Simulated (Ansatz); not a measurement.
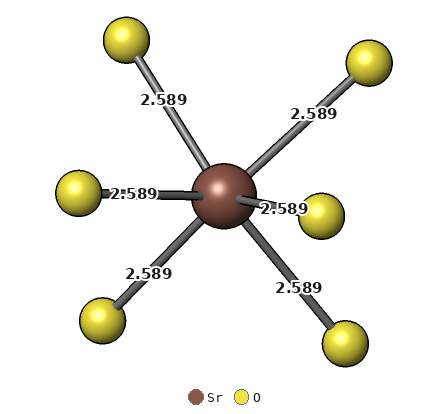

The surroundings of site Sr1 (at 0.333, 0.667, 0.250) in SrO (P6_3/mmc, No. 194), with bond lengths in Å.

The cell is taken from coordinates from a relaxation with DFT, PBE, plane waves, PAW in Ansatz 0.2.0.

```
CELL_PARAMETERS angstrom
3.57679 0.00000 0.00000
-1.78840 3.09760 0.00000
0.00000 0.00000 6.24297
ATOMIC_POSITIONS crystal
Sr 0.33333 0.66667 0.25000
Sr 0.66667 0.33333 0.75000
O 0.00000 0.00000 0.00000
O 0.00000 0.00000 0.50000
```

Bond valence s = exp((R0 − d)/b), R0 fitted to published crystal structures with b = 0.37 Å; R0 in Å: Sr2+–O 2.105.

Q: Calculate the bond-valence sum of Sr1 from the bonds drawn.

A: 6 × 0.270 = 1.62 v.u., against a formal valence of 2: underbonded (bonds long for this ion) by 0.38.

Q: And over the whole structure?

A:
```json
{"site": "Sr1", "x, y, z": "0.333, 0.667, 0.250", "formal valence": "+2", "bond-valence sum": "1.64", "difference": "-0.36"}
{"site": "O1", "x, y, z": "0.000, 0.000, 0.000", "formal valence": "−2", "bond-valence sum": "1.64", "difference": "-0.36"}
```

These sums include all anions within 5 Å. The global instability index (root mean square of the differences over all atoms) is 0.36 v.u.: above 0.2, which by the usual rule of thumb marks a strained structure. Cells relaxed with PBE tend to have slightly long bonds, which lowers the sums.
